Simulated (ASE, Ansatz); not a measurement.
# Forces and charges in generalised stacking fault on (110) of a LiCl-LiBr solid solution (56 atoms)

Wanted: forces, charges and levels of generalised stacking fault on (110) of a LiCl-LiBr solid solution (56 atoms).

Method: Kohn-Sham DFT, PBE, PAW (set soft_2), plane waves, in Ansatz 0.2.0.

**1. Starting point**

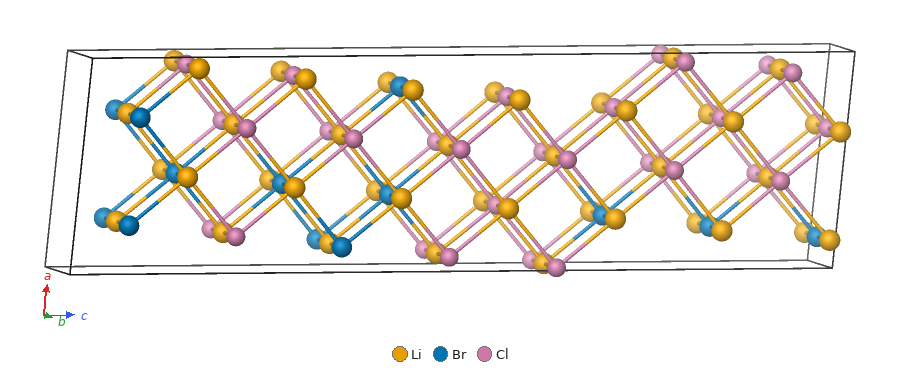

Start, viewed from the side, with the c axis across the page; lithium orange, bromine blue, chlorine pink. Some periodic images of atoms are drawn too.

The cell holds 56 atoms: 28 Li, 10 Br and 18 Cl. Cell: a = 7.448 Å, b = 5.266 Å, c = 26.415 Å, α = 90.0°, β = 83.9°, γ = 90.0°. It derives from LiCl and LiBr. Rock-salt LiCl lattice (a = 5.2663 Å, the value set for the mixture), cell with z along [110], 2 x 1 x 7 periods; the third cell vector is tilted by 0.750 of 1/2[1-10] and lengthened by 0.2 Å, so the cell holds one fault; displaced by a Gaussian of 0.01 Å; 10 of 28 Cl sites given to Br at random (lattice constant by Vegard's rule between LiCl and LiBr).

Limits known from the start: The cell is under 6 Å thick along one periodic direction, so every atom has periodic images of itself close by, which move with it and show among its neighbours and in g(r). The host structure and its lattice constant were typed by rule, without a check against the phase diagram.

**2. Plane-wave single point**

One self-consistent run at the given positions yields energy and forces.

Contents of input.yaml:

```yaml
crystal:
  lattice:
    - [7.44767, 0.0, 0.0]
    - [0.0, 5.2663, 0.0]
    - [2.79288, 0.0, 26.26686]
  atoms:
    - { symbol: Li, position: [0.62979, 0.00218, 0.992] }
    - { symbol: Br, position: [0.72329, 0.0014, 0.07085] }
    - { symbol: Li, position: [0.94731, 0.99891, 0.14148] }
    - { symbol: Cl, position: [0.66925, 0.00223, 0.21221] }
    - { symbol: Li, position: [0.89476, 0.00101, 0.28303] }
    - { symbol: Cl, position: [0.61642, 0.00063, 0.35393] }
    - { symbol: Li, position: [0.83919, 0.00064, 0.42515] }
    - { symbol: Cl, position: [0.56388, 0.00185, 0.49638] }
    - { symbol: Li, position: [0.78948, 0.00041, 0.56668] }
    - { symbol: Cl, position: [0.51201, 0.00094, 0.63754] }
    - { symbol: Li, position: [0.73567, 0.00077, 0.70841] }
    - { symbol: Cl, position: [0.45786, 0.99799, 0.77951] }
    - { symbol: Li, position: [0.68054, 0.9998, 0.85007] }
    - { symbol: Cl, position: [0.4047, 0.00101, 0.92026] }
    - { symbol: Li, position: [0.12955, 0.00418, 0.99257] }
    - { symbol: Br, position: [0.2244, 0.00428, 0.07067] }
    - { symbol: Li, position: [0.44594, 0.00107, 0.14098] }
    - { symbol: Cl, position: [0.16863, 0.00244, 0.2126] }
    - { symbol: Li, position: [0.39299, 0.00086, 0.28323] }
    - { symbol: Br, position: [0.11631, 0.99656, 0.35332] }
    - { symbol: Li, position: [0.33935, 0.00205, 0.42486] }
    - { symbol: Cl, position: [0.06569, 0.99816, 0.49573] }
    - { symbol: Li, position: [0.28786, 0.00032, 0.5666] }
    - { symbol: Cl, position: [0.01302, 0.00087, 0.63782] }
    - { symbol: Li, position: [0.2356, 0.99943, 0.70851] }
    - { symbol: Cl, position: [0.95792, 0.99911, 0.77891] }
    - { symbol: Li, position: [0.17707, 0.99848, 0.84995] }
    - { symbol: Cl, position: [0.90424, 0.99613, 0.92143] }
    - { symbol: Li, position: [0.22641, 0.5052, 0.07052] }
    - { symbol: Cl, position: [0.94995, 0.4995, 0.14101] }
    - { symbol: Li, position: [0.17085, 0.5011, 0.2122] }
    - { symbol: Cl, position: [0.89383, 0.50118, 0.28328] }
    - { symbol: Li, position: [0.11601, 0.49792, 0.35374] }
    - { symbol: Br, position: [0.83795, 0.49807, 0.42484] }
    - { symbol: Li, position: [0.06608, 0.49838, 0.49532] }
    - { symbol: Cl, position: [0.78721, 0.49676, 0.56652] }
    - { symbol: Li, position: [0.01412, 0.49957, 0.63784] }
    - { symbol: Cl, position: [0.73301, 0.50368, 0.70815] }
    - { symbol: Li, position: [0.95785, 0.50033, 0.77933] }
    - { symbol: Cl, position: [0.682, 0.49983, 0.85063] }
    - { symbol: Li, position: [0.90294, 0.50126, 0.92124] }
    - { symbol: Cl, position: [0.62968, 0.50093, 0.99157] }
    - { symbol: Li, position: [0.72459, 0.50282, 0.07082] }
    - { symbol: Br, position: [0.446, 0.50002, 0.14193] }
    - { symbol: Li, position: [0.67046, 0.49862, 0.21185] }
    - { symbol: Br, position: [0.39414, 0.50284, 0.28276] }
    - { symbol: Li, position: [0.61838, 0.49897, 0.3542] }
    - { symbol: Br, position: [0.33882, 0.50279, 0.42484] }
    - { symbol: Li, position: [0.56467, 0.49823, 0.49621] }
    - { symbol: Cl, position: [0.28608, 0.49874, 0.56729] }
    - { symbol: Li, position: [0.51086, 0.49871, 0.6377] }
    - { symbol: Br, position: [0.23414, 0.49958, 0.70849] }
    - { symbol: Li, position: [0.45755, 0.50001, 0.77954] }
    - { symbol: Br, position: [0.17897, 0.50152, 0.85002] }
    - { symbol: Li, position: [0.40358, 0.49745, 0.92088] }
    - { symbol: Br, position: [0.12703, 0.50399, 0.99235] }
kpoints:
  mp_grid: { grid: [2, 3, 1] }
hamiltonian:
  xc: pbe
scf:
  occupations: { method: gaussian, width: 0.025 }
output:
  forces: true
  stress: true
  populations: true
  dos:
    method: { smearing: { sigma: 0.08 } }
    de: 0.1
    projected: { site_lists: { Br: [Br], Cl: [Cl], Li: [Li] } }
  eigenvalues: true
  write_density: true
  write_potential: true
  volumetric_format: npy
```

On the command line:

```
$ ansatz run input.yaml --threads 8 --pin off --max-ram 15872MiB --backend cpu --events-out ev --progress --plain --runs-dir out
```

Numbers of over 12 decimals in the logs are rounded to 6 here.

What it wrote:

```text
Engine: ansatz 0.2.0, aarch64-unknown-linux-gnu
Pseudopotentials: kind: paw
Pseudopotential: Li, paw, valence charge 3, recommended cutoff 420 eV (normal), Li.paw.azcp
Pseudopotential: Br, paw, valence charge 7, recommended cutoff 420 eV (normal), Br.paw.azcp
Pseudopotential: Cl, paw, valence charge 7, recommended cutoff 420 eV (normal), Cl.paw.azcp
Functional definition: PBE
  parameter kappa = 0.804
  parameter beta = 0.066725
  exchange = pbe_x(kappa = kappa, mu = beta*pi^2/3)
  correlation = pbe_c(beta = beta)
Crystal: 56 atoms, lattice volume = 1030.230 Å³
Basis set: ecut = 420 eV, 20203 PW (Γ), exchange–correlation on 100×72×360 points (8 copies of the dense FFT grid, shifted against one another)
Bands: 196, of which v1, the nominal top of the filled ones, is band 140 counted from 1 (139 counted from 0)
Symmetry: 1 space group operations
Space group: P1 (ITA 1), of the structure as read, at distance tolerance 1.0e-4 Å
k-points: 4 of 6 (time reversal used)
Non-local potential: Li, projectors of the file, l = 0: 3, l = 1: 2, l = 2: 1
Non-local potential: Br, projectors of the file, l = 0: 2, l = 1: 2, l = 2: 2
Non-local potential: Cl, projectors of the file, l = 0: 2, l = 1: 2, l = 2: 2
PAW form: soft (Blöchl's): semilocal exchange-correlation on the pseudo side does not see the compensation charge
PAW one-centre angular grid: Li, 110 points (default); XC on 64 Gauss nodes
PAW one-centre angular grid: Br, 110 points (default); XC on 64 Gauss nodes
PAW one-centre angular grid: Cl, 110 points (default); XC on 64 Gauss nodes
Initial density: superposition of atomic densities (neutral atoms: chi_scale 0, normalization atom), corrected by the library's trained network
Initial wavefunctions: pseudopotential atomic-orbital guess
Functional: x = pbe(κ = 0.804, μ = 0.219515), c = pbe(β = 0.066725)
SCF iter   1: F=—  HF=-53089.109240 eV  |F-HF|=—  |Δ(HF+E_count)|=         —  Δρ=3.44e-4  dr2=5.75e-3  ethr=1.77e-3  ⟨swp⟩=9.2  Hψ=3928  notcnv=0  defer=121
preconditioner: auto → Resta (q_TF=auto, 2.196 Å⁻¹)  ε∞=2.9  [insulator: Δε(μ)=5.386 eV  Ē_g=12.492 eV  σ=0.025 eV  W_gap=1.00  n_scr=186 (ndim 8)  ℏωp=17.3 eV  f_vac=0.000  D(μ)=0.00/eV (n_scr^D=0)  ε∞_Penn≈2.9]
SCF iter   2: F=—  HF=-53089.106825 eV  |F-HF|=—  |Δ(HF+E_count)|=   2.41e-3  Δρ=2.21e-4  dr2=2.28e-3  ethr=2.05e-6  ⟨swp⟩=3.5  Hψ=1718  notcnv=0  defer=171
SCF iter   3: F=—  HF=-53089.105999 eV  |F-HF|=—  |Δ(HF+E_count)|=   8.26e-4  Δρ=1.11e-4  dr2=3.21e-4  ethr=8.15e-7  ⟨swp⟩=2.0  Hψ=934  notcnv=0  defer=171
SCF iter   4: F=—  HF=-53089.105932 eV  |F-HF|=—  |Δ(HF+E_count)|=   6.67e-5  Δρ=5.15e-5  dr2=7.62e-5  ethr=1.15e-7  ⟨swp⟩=2.0  Hψ=767  notcnv=0  defer=171
SCF iter   5: F=—  HF=-53089.105307 eV  |F-HF|=—  |Δ(HF+E_count)|=   6.25e-4  Δρ=1.47e-5  dr2=3.81e-6  ethr=2.72e-8  ⟨swp⟩=2.0  Hψ=1344  notcnv=0  defer=200
SCF iter   6: F=—  HF=-53089.105307 eV  |F-HF|=—  |Δ(HF+E_count)|=   2.38e-7  Δρ=3.64e-6  dr2=2.20e-7  ethr=1.36e-9  ⟨swp⟩=2.0  Hψ=921  notcnv=0  defer=200
SCF iter   7: F=-53089.105307 eV  HF=-53089.105307 eV  |F-HF|=1.03e-8  |Δ(HF+E_count)|=   1.97e-8  Δρ=1.11e-6  dr2=2.20e-8  ethr=3.57e-11  ⟨swp⟩=29.2  Hψ=8085  notcnv=0
SCF 1 converged in 7 iterations: F = -53089.105307 eV  dr2 = 2.20e-8
  greatest PAW one-centre occupation: 1.000 electrons in one spin orbital (limit 2), on the Li atom at site 14 (counted from 0), in its partial waves of l = 0
SCF converged after 7 iterations
Free energy (F): -53089.105307 eV
Harris-Foulkes:  -53089.105307 eV  (|F-HF|=1.03e-8)
Internal energy: -53089.105307 eV  (E = F + TS)
E sigma→0 (E₀):  -53089.105307 eV
Fermi energy:    4.773044 eV
--- Per-component energies (eV) ---
  E_band       = -2895.403498
  E_kinetic    = 4867.720176
  E_local      = -9163.504885  (includes V_loc(G=0)·N_el)
  E_nonlocal   = 287.939146
  E_hartree    = 2590.385903
  E_xc         = -4897.565449
  E_vxc        = -3650.166401  (∫ρ·V_xc dr)
  E_paw        = -34923.391391  (= ΣΔE_a)
  E_vpaw       = -418.167803  (= ΣTr[D̂ρ^β])
  E_aug_tail   = 0.002064  (compensation charges beyond the density's cutoff)
  E_ewald      = -11850.690872
  E_smearing   = -0.000000  (= −TS)
  E_closure    = 0.000000  (closes the sum)
  Σ components = -53089.105307   (vs F -53089.105307, Δ=0.00e0)
--- Forces (eV/Å), atoms counted from 1 ---
  atom   1  Li    -0.32104223    -0.00270421    -0.98360785
  atom   2  Br     0.53365751    -0.00638859     0.71000934
  atom   3  Li     0.01254952     0.00753625     0.19645587
  atom   4  Cl     0.08443818    -0.01452939     0.01963385
  atom   5  Li    -0.14684042    -0.00044725    -0.14282193
  atom   6  Cl     0.02473706     0.00774892    -0.00897893
  atom   7  Li    -0.11912561    -0.01883863     0.11230086
  atom   8  Cl    -0.00404752    -0.02836495     0.02820145
  atom   9  Li    -0.01302056     0.00018403     0.01454557
  atom  10  Cl     0.02695351    -0.01293426    -0.02194775
  atom  11  Li    -0.01278140    -0.00487569    -0.01092562
  atom  12  Cl     0.05854448     0.03283940    -0.00493771
  atom  13  Li    -0.00742893    -0.00189302     0.00651998
  atom  14  Cl     0.06451198     0.00992454     0.13235571
[...]
atom  55  Li     0.23263899     0.00743896     0.05650709
  atom  56  Br    -0.52174984    -0.03108887    -0.82703106
  max |Σ_I F_I| component: 1.56e-4 eV/Å
--- Stress (GPa, compression-positive) ---
        0.752619      -0.004512       0.486142
       -0.004512       0.535848       0.000616
        0.486142       0.000616       1.014389
  P = ⅓ Tr σ = 0.7676 GPa (7.676 kbar)
--- Band table (eV) ---
  k-point 0: bands = ["-42.1222", "-42.1139", "-42.1052", "-42.1003", [... 180 levels ...], "11.0050", "11.1092", "11.2124", "11.2186", "11.2293", "11.2709", "11.2835", "11.3211", "11.3895", "11.4092", "11.4322", "11.4754"]
[...]
--- Löwdin populations: 56 sites ---
  site symbol       q [e]
     0     Li      2.3263
     1     Br      7.5554
     2     Li      2.3401
[...]
55     Br      7.5540
  spilling = 0.006212 (of n_electrons = 280.000000)
```

Run time: 24 s. Hardware: 8 threads of Arm Neoverse V2, shared host; peak memory 3.1 GiB; 3 min of CPU time.

In the SCF lines HF is the Harris–Foulkes energy and dr2 the Hartree energy of the density residual, in eV; the loop may stop once dr2 is under the threshold and the program's other checks hold. Hψ counts applications of the Hamiltonian.

The run gave:

| Property | Result |
| --- | --- |
| free energy | -53089.1053 eV |
| free energy per atom | -948.0197 eV/atom |
| SCF cycles | 7 |
| pressure | 0.7676 GPa |
| r.m.s. force component | 0.206 eV/Å |
| longest force | 1.091 eV/Å |
| Fermi energy | 4.773 eV |
| gap (highest filled to lowest empty level) | 5.452 eV |
| spilling of the projection | 0.006212 |

Neighbours are counted within 3.06 Å (Li-Cl), 3.02 Å (Li-Br).

Length of the force by element and coordination:

```csv
element,coordination,atoms,mean length of the force (eV/Å),spread,least,most
Br,all,10,0.342,0.406,0.0242,1.01
Br,5,3,0.959,0.0517,0.888,1.01
Br,6,7,0.0769,0.0315,0.0242,0.126
Cl,all,18,0.0939,0.11,0.0274,0.533
Cl,5,1,0.533,0,0.533,0.533
Cl,6,17,0.0681,0.0286,0.0274,0.148
Li,all,28,0.262,0.269,0.0101,1.09
Li,5,4,0.813,0.312,0.299,1.09
Li,6,24,0.170,0.0934,0.0101,0.278
```

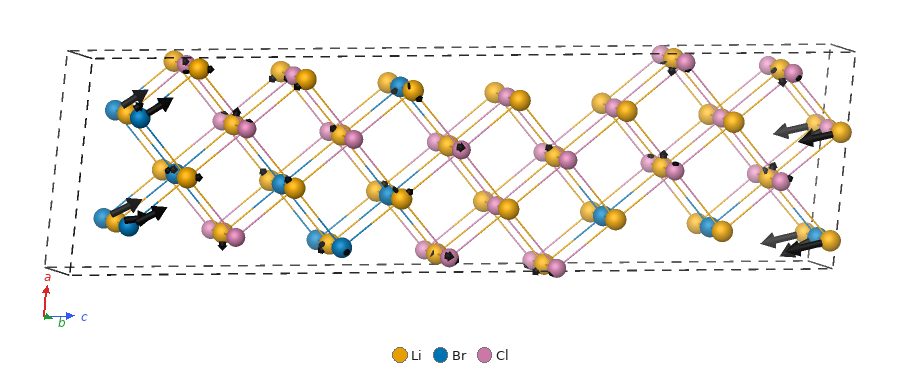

Forces as arrows; the longest in the cell is 1.09 eV/Å. Some periodic images of atoms are drawn too.

Löwdin charges by element and coordination (they lack the spilled electrons, 0.031 e an atom on average):

```csv
element,coordination,atoms,mean charge (e),spread,least,most
Br,all,10,-0.547,0.0061,-0.559,-0.541
Br,5,3,-0.556,0.0019,-0.559,-0.554
Br,6,7,-0.543,0.0014,-0.546,-0.541
Cl,all,18,-0.629,0.0027,-0.639,-0.626
Cl,5,1,-0.639,0,-0.639,-0.639
Cl,6,17,-0.628,0.0015,-0.632,-0.626
Li,all,28,0.662,0.0142,0.628,0.686
Li,5,4,0.656,0.0116,0.642,0.674
Li,6,24,0.663,0.0144,0.628,0.686
```

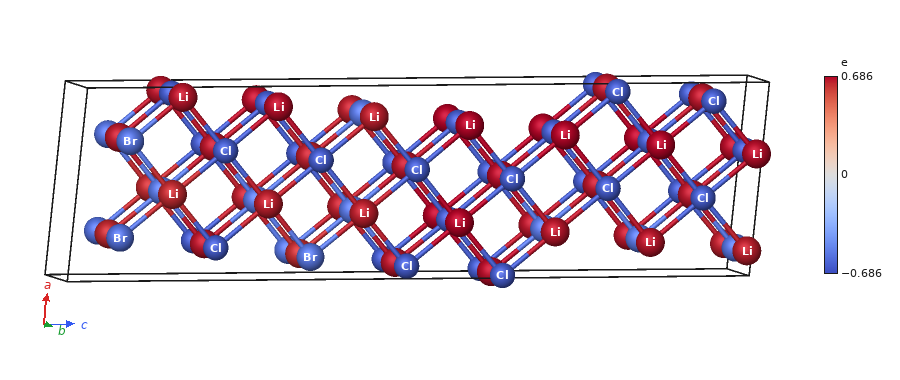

Atoms coloured by Löwdin charge. Some periodic images of atoms are drawn too.

Density of states as counts of states in windows of 1 eV (from the Fermi level), total and the larger projections:

```csv
from (eV),to (eV),total,Cl p,Br p,Li s
-14,-6,0.0,0.0,0.0,0.0
-6,-5,42.5,24.4,14.1,3.4
-5,-4,50.0,34.1,13.2,1.6
-4,-3,69.1,43.0,25.0,0.3
-3,-2,6.4,1.8,4.6,0.0
-2,2,0.0,0.0,0.0,0.0
2,3,0.3,0.0,0.0,0.2
3,4,10.6,0.3,0.2,3.6
4,5,33.5,0.8,0.5,12.5
```

The curve was stored every 0.10 eV, coarse against its broadening of 0.08 eV, so these counts are rough.

Between -26 and -14 eV lie 56 more states.

The stored curve holds about 224 of the 280 electrons; the rest, give or take the few that broadening carries across the Fermi level, lie in deeper levels below its range.

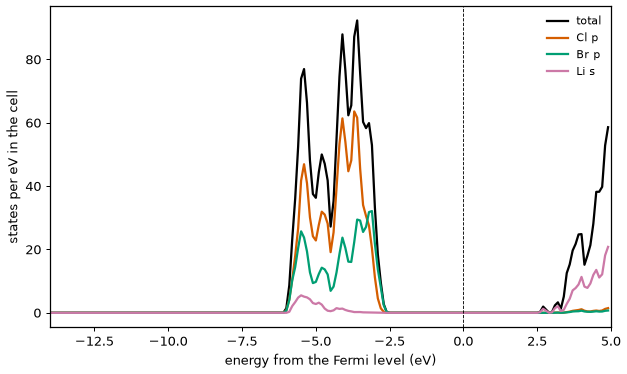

Total and projected density of states, with the broadening of the input.

The levels nearest the highest filled one (over half full), pooled over k-points and spins:

```csv
level less the highest filled one (eV),occupation
-0.202,2
-0.189,2
-0.151,2
-0.108,2
-0.0929,2
0,2
5.45,0
5.87,0
5.93,0
6.16,0
6.24,0
6.28,0
```

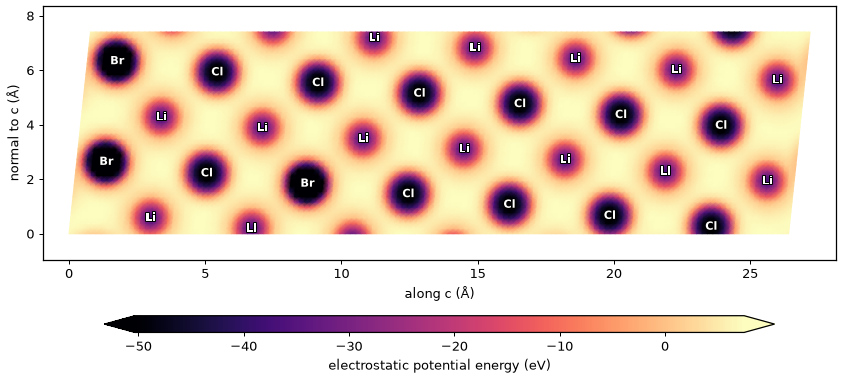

Electrostatic potential energy in the ca plane at fractional y = 0.000, with atoms of Li and Br and Cl within 0.2 Å of it. With pseudopotentials it is smooth inside the atoms' cores, unlike the true potential. The map starts off the cell's origin, so that atoms lie inside it.

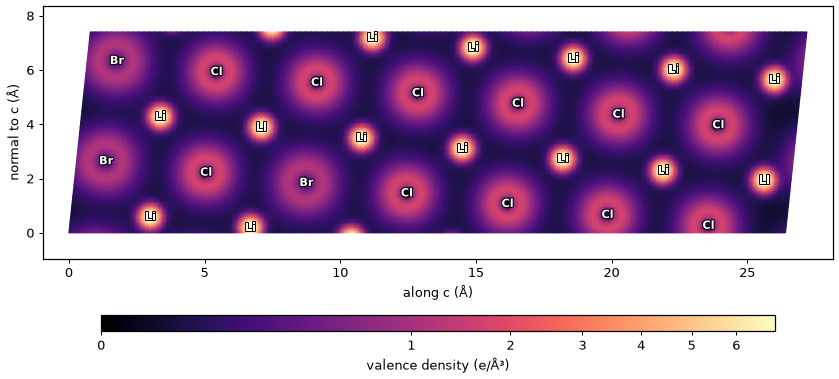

Valence density in the ca plane at fractional y = 0.000, with atoms of Li and Br and Cl within 0.2 Å of it. It is the smooth field of the valence electrons, not physical close to the nuclei. The map starts off the cell's origin, so that atoms lie inside it. The colour scale is stretched toward low values.

Mean Löwdin charges: Br -0.55, Cl -0.63, Li +0.66 e (they miss 0.62 % of the electrons, so they add up to more than the cell's charge).

(Continued in part 2 of 2.)

[Logs are printed without paths, hosts, clocks, repeated set-up lines and the standing remarks that a program may print on its own settings, such as how far it seeks lower states.]

[Hosts, paths, dates, database ids (printed as entryN), source tags and the programs' standing remarks are cut or masked in the printed files.]
